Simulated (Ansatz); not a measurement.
## Re in Au(111), 2x2: scattering by a point defect

Aim: the resistance that Re in Au(111), 2x2 adds to the host.

Method: Ansatz plane-wave DFT, PBE, PAW files; ballistic transport by layer matching (Landauer), zero bias; PAW set soft_1, in the first sound run; inputs show where later runs differ, in Ansatz 0.2.0.

### 1. Set-up

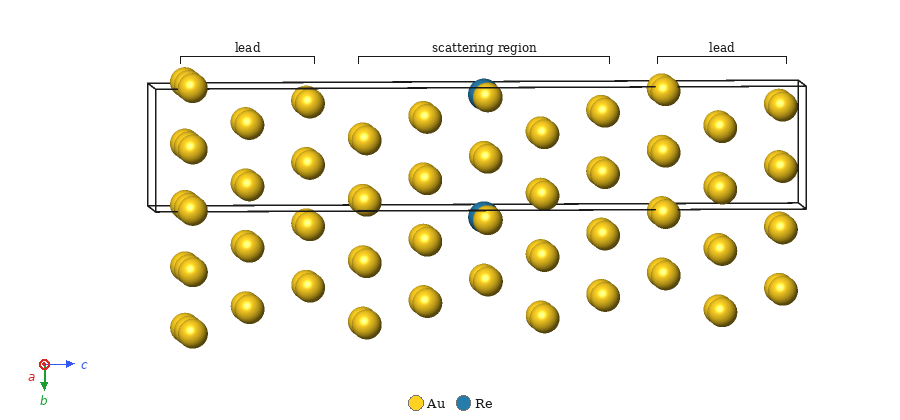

The cell as given, from the side, with the c axis across the page (gold yellow, rhenium blue). 1×2×1 cells are drawn. Some periodic images of atoms are drawn too.

The cell holds 44 atoms: 43 Au and 1 Re. Cell: a = 5.768 Å, b = 5.768 Å, c = 25.954 Å, α = 86.8°, β = 93.2°, γ = 120.0°. It derives from Au. Regions: lead, 24 atoms (24 Au); scattering region, 20 atoms (19 Au and 1 Re). The structure is stacked along c, and the current runs across the ab planes.

### 2. Transmission at ideal sites

The defect sits in one plane of the supercell, all atoms on ideal sites; the layers about the cell's end are the lead. The mesh across the current, 12×12, is finer than the density's, because channels open and close sharply across the zone. Energies from -0.1 to 0.1 eV in steps of 0.05 eV are too few for the program's thermal sum, so it prints no conductance; for a metal the transmission near the Fermi level serves, at a fraction of the cost.

Contents of input.yaml:

```yaml
crystal:
  lattice:
    - [5.7675164607, 0.0, 0.0]
    - [-2.8837582304, 4.9948157718, 0.0]
    - [-1.4418791152, 0.8324692953, 25.9003660885]
  atoms:
    - { symbol: Au, position: [0.0075757576, 0.9924242424, 0.0454545455] }
    - { symbol: Au, position: [0.0075757576, 0.4924242424, 0.0454545455] }
    - { symbol: Au, position: [0.5075757576, 0.9924242424, 0.0454545455] }
    - { symbol: Au, position: [0.5075757576, 0.4924242424, 0.0454545455] }
    - { symbol: Au, position: [0.1893939394, 0.3106060606, 0.1363636364] }
    - { symbol: Au, position: [0.1893939394, 0.8106060606, 0.1363636364] }
    - { symbol: Au, position: [0.6893939394, 0.3106060606, 0.1363636364] }
    - { symbol: Au, position: [0.6893939394, 0.8106060606, 0.1363636364] }
    - { symbol: Au, position: [0.3712121212, 0.1287878788, 0.2272727273] }
    - { symbol: Au, position: [0.3712121212, 0.6287878788, 0.2272727273] }
    - { symbol: Au, position: [0.8712121212, 0.1287878788, 0.2272727273] }
    - { symbol: Au, position: [0.8712121212, 0.6287878788, 0.2272727273] }
    - { symbol: Au, position: [0.053030303, 0.946969697, 0.3181818182] }
    - { symbol: Au, position: [0.053030303, 0.446969697, 0.3181818182] }
    - { symbol: Au, position: [0.553030303, 0.946969697, 0.3181818182] }
    - { symbol: Au, position: [0.553030303, 0.446969697, 0.3181818182] }
    - { symbol: Au, position: [0.2348484848, 0.2651515152, 0.4090909091] }
    - { symbol: Au, position: [0.2348484848, 0.7651515152, 0.4090909091] }
    - { symbol: Au, position: [0.7348484848, 0.2651515152, 0.4090909091] }
    - { symbol: Au, position: [0.7348484848, 0.7651515152, 0.4090909091] }
    - { symbol: Re, position: [0.4166666667, 0.0833333333, 0.5] }
    - { symbol: Au, position: [0.4166666667, 0.5833333333, 0.5] }
    - { symbol: Au, position: [0.9166666667, 0.0833333333, 0.5] }
    - { symbol: Au, position: [0.9166666667, 0.5833333333, 0.5] }
    - { symbol: Au, position: [0.0984848485, 0.9015151515, 0.5909090909] }
    - { symbol: Au, position: [0.0984848485, 0.4015151515, 0.5909090909] }
    - { symbol: Au, position: [0.5984848485, 0.9015151515, 0.5909090909] }
    - { symbol: Au, position: [0.5984848485, 0.4015151515, 0.5909090909] }
    - { symbol: Au, position: [0.2803030303, 0.2196969697, 0.6818181818] }
    - { symbol: Au, position: [0.2803030303, 0.7196969697, 0.6818181818] }
    - { symbol: Au, position: [0.7803030303, 0.2196969697, 0.6818181818] }
    - { symbol: Au, position: [0.7803030303, 0.7196969697, 0.6818181818] }
    - { symbol: Au, position: [0.4621212121, 0.0378787879, 0.7727272727] }
    - { symbol: Au, position: [0.4621212121, 0.5378787879, 0.7727272727] }
    - { symbol: Au, position: [0.9621212121, 0.0378787879, 0.7727272727] }
    - { symbol: Au, position: [0.9621212121, 0.5378787879, 0.7727272727] }
    - { symbol: Au, position: [0.1439393939, 0.8560606061, 0.8636363636] }
    - { symbol: Au, position: [0.1439393939, 0.3560606061, 0.8636363636] }
    - { symbol: Au, position: [0.6439393939, 0.8560606061, 0.8636363636] }
    - { symbol: Au, position: [0.6439393939, 0.3560606061, 0.8636363636] }
    - { symbol: Au, position: [0.3257575758, 0.1742424242, 0.9545454545] }
    - { symbol: Au, position: [0.3257575758, 0.6742424242, 0.9545454545] }
    - { symbol: Au, position: [0.8257575758, 0.1742424242, 0.9545454545] }
    - { symbol: Au, position: [0.8257575758, 0.6742424242, 0.9545454545] }
kpoints:
  mp_grid: { grid: [5, 5, 1] }
hamiltonian:
  xc: pbe
  pseudopotentials: { kind: paw, azcp: { folder: soft_1 } }
scf:
  occupations: { method: fermi_dirac, width: 0.1 }
output:
  transmission: { leads: [[0, 4]], kmesh: [12, 12], e_range: [-0.1, 0.1], de: 0.05 }
  write_potential: true
  write_density: true
  volumetric_format: npy
  elf: true
```

Command:

```console
ansatz run input.yaml --threads 4 --pin off --max-ram 15360MiB --backend cpu --events-out ev --progress --plain --runs-dir out
```

Numbers of over 12 decimals in the logs are rounded to 6 here.

Output:

```text
Engine: ansatz 0.2.0, x86_64-unknown-linux-gnu
Pseudopotentials: kind: paw
Pseudopotential: Au, paw, valence charge 19, recommended cutoff 420 eV (normal), soft_1/Au.paw.azcp
Pseudopotential: Re, paw, valence charge 15, recommended cutoff 420 eV (normal), soft_1/Re.paw.azcp
Functional definition: PBE
  parameter kappa = 0.804
  parameter beta = 0.066725
  exchange = pbe_x(kappa = kappa, mu = beta*pi^2/3)
  correlation = pbe_c(beta = beta)
Crystal: 44 atoms, lattice volume = 746.130 Å³
Basis set: ecut = 420 eV, 14649 PW (Γ)
Bands: 500, of which v1, the nominal top of the filled ones, is band 416 counted from 1 (415 counted from 0)
Symmetry: 4 space group operations
Space group: C2/m (ITA 12), of the structure as read, at distance tolerance 9.1e-5 Å
k-points: 9 of 25
Non-local potential: Au, projectors of the file, l = 0: 3, l = 1: 2, l = 2: 2, l = 3: 1
Non-local potential: Re, projectors of the file, l = 0: 3, l = 1: 2, l = 2: 2, l = 3: 1
PAW form: soft (Blöchl's): semilocal exchange-correlation on the pseudo side does not see the compensation charge
PAW one-centre angular grid: Au, 590 points (default); XC on 64 Gauss nodes
PAW one-centre angular grid: Re, 590 points (default); XC on 64 Gauss nodes
Initial density: superposition of atomic densities (chi_scale 0.1, normalization cell, long waves of neutral atoms (reshape's long-wave potential 2.66 eV rms, cloud 2.87 Å wide))
Initial wavefunctions: pseudopotential atomic-orbital guess
Functional: x = pbe(κ = 0.804, μ = 0.219515), c = pbe(β = 0.066725)
SCF iter   1: F=—  HF=-576396.547633 eV  |F-HF|=—  |Δ(HF+E_count)|=         —  Δρ=1.01e-1  dr2=2.90e2  ethr=3.10e-3  ⟨swp⟩=4.1  Hψ=13376  notcnv=0  defer=106
preconditioner: auto → Kerker (q_TF=auto, 2.778 Å⁻¹)  [metal: Δε(μ)=0.001 eV  Ē_g=9.977 eV  σ=0.100 eV  W_gap=0.00  n_scr=292 (ndim 8)  ℏωp=29.8 eV  f_vac=0.000  D(μ)=17.96/eV (n_scr^D=100)]
SCF iter   2: F=—  HF=-576370.148570 eV  |F-HF|=—  |Δ(HF+E_count)|=    2.64e1  Δρ=3.55e-2  dr2=1.14e1  ethr=3.10e-3  ⟨swp⟩=3.0  Hψ=8851  notcnv=0  defer=524
SCF iter   3: F=—  HF=-576368.276028 eV  |F-HF|=—  |Δ(HF+E_count)|=    1.87e0  Δρ=2.21e-2  dr2=4.68e0  ethr=1.37e-3  ⟨swp⟩=2.0  Hψ=5343  notcnv=0  defer=526
SCF iter   4: F=—  HF=-576367.608031 eV  |F-HF|=—  |Δ(HF+E_count)|=   6.68e-1  Δρ=9.03e-3  dr2=2.37e0  ethr=5.62e-4  ⟨swp⟩=2.1  Hψ=7430  notcnv=0  defer=526
SCF iter   5: F=—  HF=-576367.436024 eV  |F-HF|=—  |Δ(HF+E_count)|=   1.72e-1  Δρ=3.23e-3  dr2=5.69e-1  ethr=2.85e-4  ⟨swp⟩=2.0  Hψ=6190  notcnv=0  defer=526
SCF iter   6: F=—  HF=-576367.404697 eV  |F-HF|=—  |Δ(HF+E_count)|=   3.13e-2  Δρ=1.01e-3  dr2=2.33e-2  ethr=6.84e-5  ⟨swp⟩=1.9  Hψ=5719  notcnv=0  defer=526
SCF iter   7: F=—  HF=-576367.403115 eV  |F-HF|=—  |Δ(HF+E_count)|=   1.58e-3  Δρ=6.75e-4  dr2=4.45e-2  ethr=2.80e-6  ⟨swp⟩=2.0  Hψ=6426  notcnv=0  defer=526
SCF iter   8: F=—  HF=-576367.402401 eV  |F-HF|=—  |Δ(HF+E_count)|=   7.14e-4  Δρ=2.19e-4  dr2=2.75e-3  ethr=2.80e-6  ⟨swp⟩=1.3  Hψ=3983  notcnv=0  defer=526
SCF iter   9: F=—  HF=-576367.402370 eV  |F-HF|=—  |Δ(HF+E_count)|=   3.04e-5  Δρ=5.01e-5  dr2=1.71e-4  ethr=3.30e-7  ⟨swp⟩=1.9  Hψ=4142  notcnv=0  defer=526
SCF iter  10: F=—  HF=-576367.402320 eV  |F-HF|=—  |Δ(HF+E_count)|=   4.99e-5  Δρ=1.09e-5  dr2=6.21e-6  ethr=2.05e-8  ⟨swp⟩=2.0  Hψ=3987  notcnv=0  defer=526
SCF iter  11: F=—  HF=-576367.403222 eV  |F-HF|=—  |Δ(HF+E_count)|=   9.01e-4  Δρ=2.20e-6  dr2=3.50e-7  ethr=7.47e-10  ⟨swp⟩=1.6  Hψ=4472  notcnv=0  defer=526
SCF iter  12: F=-576367.403222 eV  HF=-576367.403222 eV  |F-HF|=3.21e-8  |Δ(HF+E_count)|=   4.66e-9  Δρ=8.50e-7  dr2=3.53e-8  ethr=1.20e-11  ⟨swp⟩=10.1  Hψ=18335  notcnv=0
SCF 1 converged in 12 iterations: F = -576367.403222 eV  dr2 = 3.53e-8
  greatest PAW one-centre occupation: 1.000 electrons in one spin orbital (limit 2), on the Au atom at site 22 (counted from 0), in its partial waves of l = 0
transmission: 171 of 1677 steps passed
transmission: 339 of 1677 steps passed
[...]
transmission: 1677 of 1677 steps passed
SCF converged after 12 iterations
Free energy (F): -576367.403222 eV
Harris-Foulkes:  -576367.403222 eV  (|F-HF|=3.21e-8)
Internal energy: -576366.706652 eV  (E = F + TS)
E sigma→0 (E₀):  -576367.054937 eV
Entropy (-TS):   -0.696569 eV (-15.831 meV/atom)
Fermi energy:    20.704298 eV
--- Per-component energies (eV) ---
  E_band       = -8985.732483
  E_kinetic    = 25385.844169
  E_local      = -73957.844047  (includes V_loc(G=0)·N_el)
  E_nonlocal   = 4294.510565
  E_hartree    = 32008.208350
  E_xc         = -9623.268690
  E_vxc        = -11546.328158  (∫ρ·V_xc dr)
  E_paw        = -427160.490052  (= ΣΔE_a)
  E_vpaw       = -17178.394981  (= ΣTr[D̂ρ^β])
  E_aug_tail   = 0.073399  (compensation charges beyond the density's cutoff)
  E_ewald      = -127313.740346
  E_smearing   = -0.696569  (= −TS)
  E_closure    = 0.000000  (closes the sum)
  Σ components = -576367.403222   (vs F -576367.403222, Δ=0.00e0)
--- Band table (eV; the first three rows and the last of 9) ---
  k-point 0: bands = [... 412 lower, 20.8363, 20.8806, 20.9463, 21.1515, 21.2979, 21.4750, 21.4893, 21.5785, ... 80 higher]
  k-point 1: bands = [... 412 lower, 20.4838, 20.5929, 20.6339, 20.6890, 20.7267, 20.7522, 20.8274, 20.9444, ... 80 higher]
  k-point 2: bands = [... 412 lower, 20.4459, 20.4794, 20.5262, 20.5815, 20.6876, 20.7415, 20.7767, 21.0744, ... 80 higher]
  k-point 8: bands = [... 412 lower, 20.4409, 20.4662, 20.4964, 20.5444, 20.5876, 20.8592, 20.8931, 20.9071, ... 80 higher]
--- Transmission ---
  basis      : 253 plane waves across, 39 finite elements along
  points     : 43, standing for a mesh of 12 x 12
  energies   : 5 from -0.100000 to 0.100000 eV about the Fermi level, 0.050000 eV apart; the leads are filled to 0.000000 eV, and channels, transmission and decay are at 0.000000 eV
  crystal 0  : Au4, at the sites [0, 4], period 2.3546 Å, over 23.55 Å; its Hamiltonian steps by up to 10.5 meV
    offset         : up to 0.0000 Å between an atom of the period and one for which it stands
    channels       : 3.187500e0 a spin
    conductance    : none, the energies end too early or step too widely for 300 K: set another output.transmission.e_range or a lower de, or, where they end at an eighth of basis.ecutwfc, a higher one
  junction   : crystal 0 to crystal 0, 0.70 to 24.24 Å
    transmission   : 1.419752e0 a spin
    conductance    : none, the energies end too early or step too widely for 300 K: set another output.transmission.e_range or a lower de, or, where they end at an eighth of basis.ecutwfc, a higher one
```

The job ended after 6 min (4 threads of Intel Xeon Platinum 8488C (Sapphire Rapids), shared host; peak memory 6.5 GiB).

Numbers from this step:

```yaml
free_energy: -576367.4032 eV
energy_at_zero_smearing: -576367.0549 eV
fermi_energy: 20.70 eV
cell_area: 28.81 Å²
transmission_per_spin_nearest_the_fermi_level: 1.420
open_channels_per_spin_nearest_the_fermi_level: 3.188
step_of_the_lead_s_potential: 10.5 meV
```

Per spin. Transmission, zone mean against energy, zero at the Fermi level:

```
energy (eV)  transmission, zone mean
    -0.1000                     1.39
    -0.0500                     1.39
     0.0000                     1.42
     0.0500                     1.43
     0.1000                     1.47
```

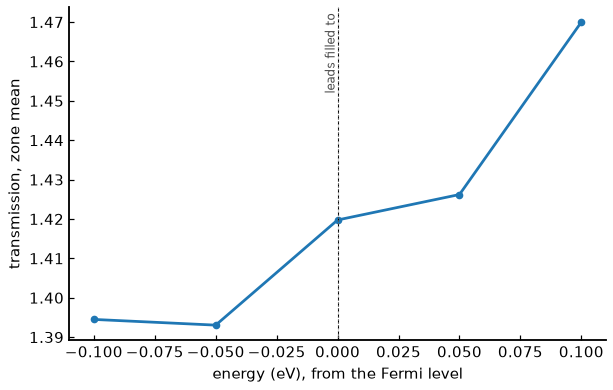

Transmission, zone mean, plotted against energy.

Per spin. Table of open channels, zone mean, lead by energy, zero at the Fermi level:

```
energy (eV)  open channels, zone mean, lead
    -0.1000                            3.19
    -0.0500                            3.19
     0.0000                            3.19
     0.0500                            3.19
     0.1000                            3.15
```

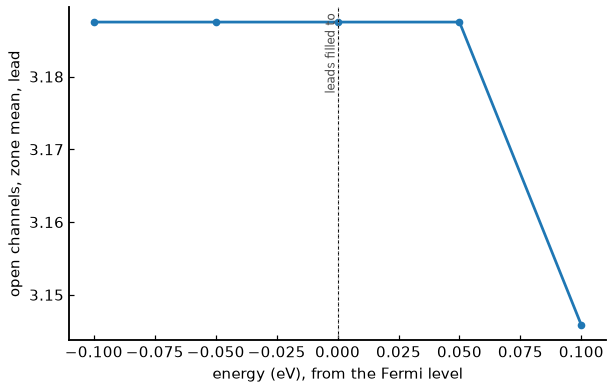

Open channels, zone mean, lead against energy.

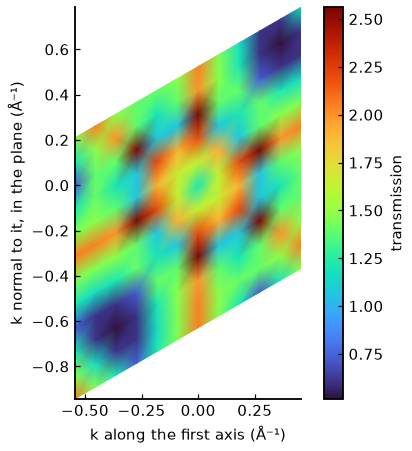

Transmission over k1 and k2. At 0.0000 eV from the Fermi level.

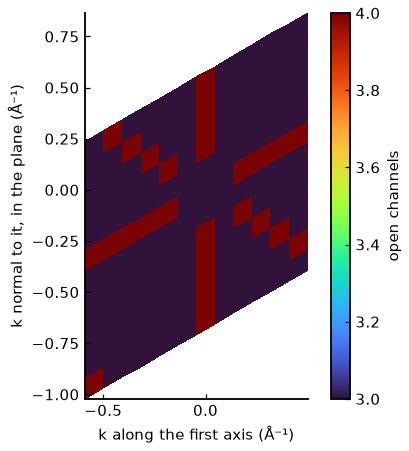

Open channels over k1 and k2. At 0.0000 eV from the Fermi level.

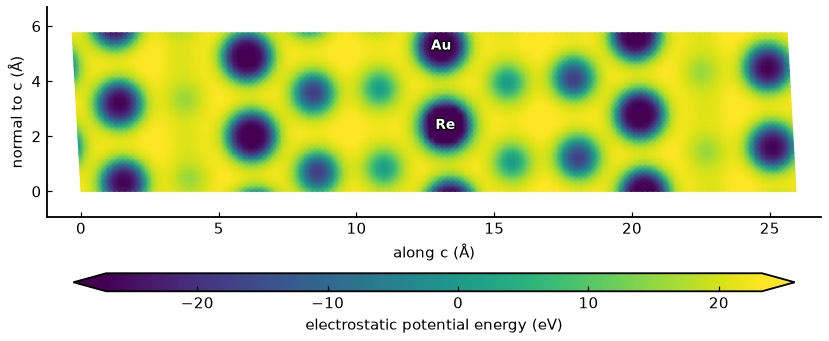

Electrostatic potential energy in the ca plane at fractional y = 0.083, with atoms of Re and Au within 0.2 Å of it. With pseudopotentials it is smooth inside the atoms' cores, unlike the true potential.

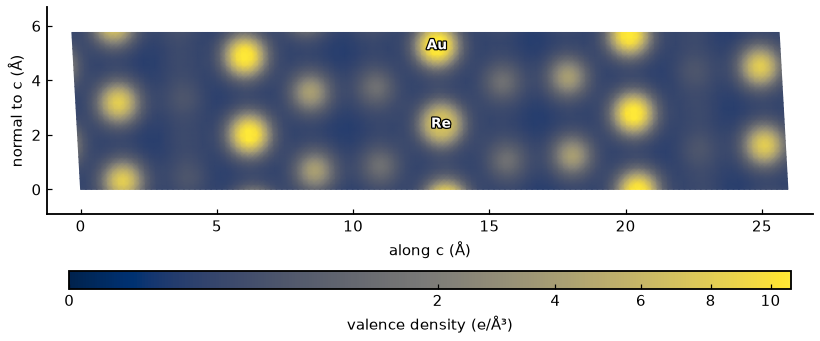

Valence density in the ca plane at fractional y = 0.083, with atoms of Re and Au within 0.2 Å of it. It is the smooth field of the valence electrons, not physical close to the nuclei. The colour scale is stretched toward low values.

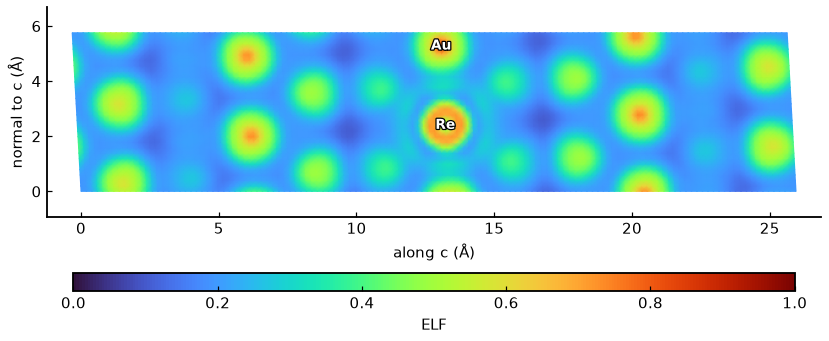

ELF in the ca plane at fractional y = 0.083, with atoms of Re and Au within 0.2 Å of it. It is the smooth field of the valence electrons, not physical close to the nuclei.

Over the solved energies the transmission per spin lies between 1.39 and 1.47, out of 3.18 channels of the lead on average (up to 3.19).

### 3. Resistance at ideal sites

This step: Ansatz plane-wave DFT, PBE, PAW files; ballistic transport by layer matching (Landauer), zero bias; area resistance of the defect plane and resistivity an atomic per cent; PAW set soft_1 (Ansatz 0.2.0).

Numbers from this step:

```
area resistance                                                                                 : 1.465 fΩ m²
T over the leads' mean channel count                                                            : 0.4433
resistivity per at.% scaled from this dense plane, with the factor 3/4 for isotropic scattering : 18.66 µΩ cm
```

Averaged over the energies near the Fermi level, 44.3 % of the channels pass, which makes 1.46 fΩ m².

By hand, with T and the leads' channels N averaged over the energies near the Fermi level: RA = A (h/2e²)(1/T − 1/N) = 28.81×10⁻²⁰ m² × 12 906 Ω × (1/1.413 − 1/3.188) = 1.46 fΩ m². Per atomic per cent: RA × A / V_atom × 0.01 × 3/4 = 18.7 µΩ cm, with the host's V_atom = 16.96 Å³.

(Part 1 of 3 ends here.)

[Logs are printed without paths, hosts, clocks, repeated set-up lines and the standing remarks that a program may print on its own settings, such as how far it seeks lower states.]

[Hosts, paths, dates, database ids (printed as entryN), source tags and the programs' standing remarks are cut or masked in the printed files.]
